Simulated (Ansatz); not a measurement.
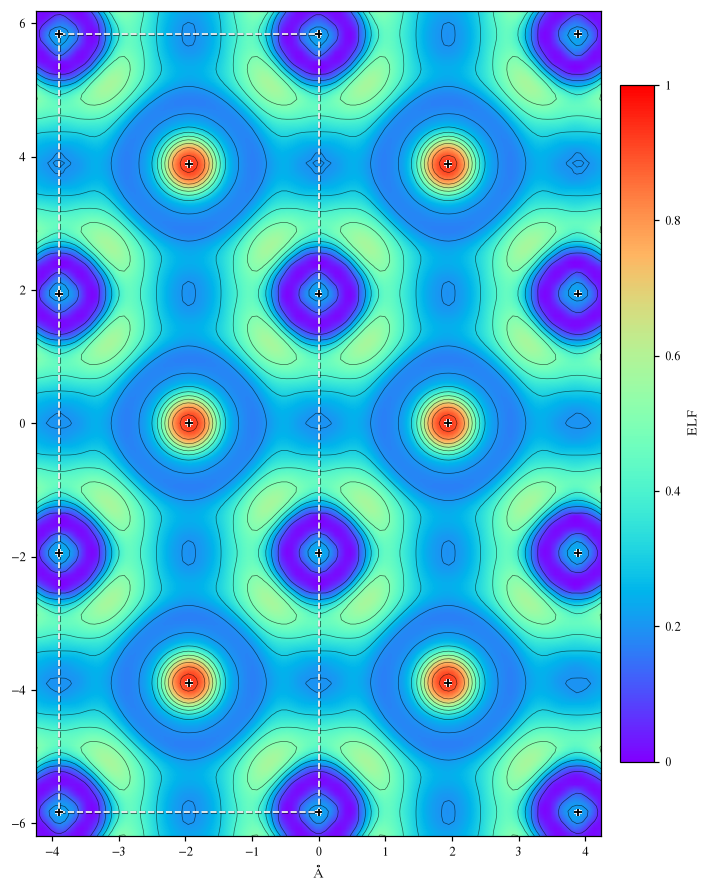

The electron localisation function on a plane through atoms (crosses mark nuclei in the plane).

Computed with DFT PBEsol, scalar-relativistic, plane waves, PAW in Ansatz.

Candidates:
A. GeSe (slab), a = 3.85 Å, b = 4.27 Å, c = 39.22 Å, α = 90.00°, β = 90.00°, γ = 90.00°. 
B. CoO, a = 3.13 Å, b = 3.13 Å, c = 14.82 Å, α = 90.00°, β = 90.00°, γ = 120.00°. Space group R3m; a structure from a database of computed crystals, not necessarily the ambient phase; spin-polarised.
C. Al₃Cu, a = 3.89 Å, b = 3.89 Å, c = 11.68 Å, α = 90.00°, β = 90.00°, γ = 90.00°. Space group Pm-3m; a structure from a database of computed crystals, not necessarily the ambient phase; computed without spin polarisation.

### Which candidate gave the map?

Candidate C: Al₃Cu on the (100) plane of the calculation cell, which holds Al and Cu. Al–Cu (2.75 Å): the ELF is about 0.40 at the midpoint.
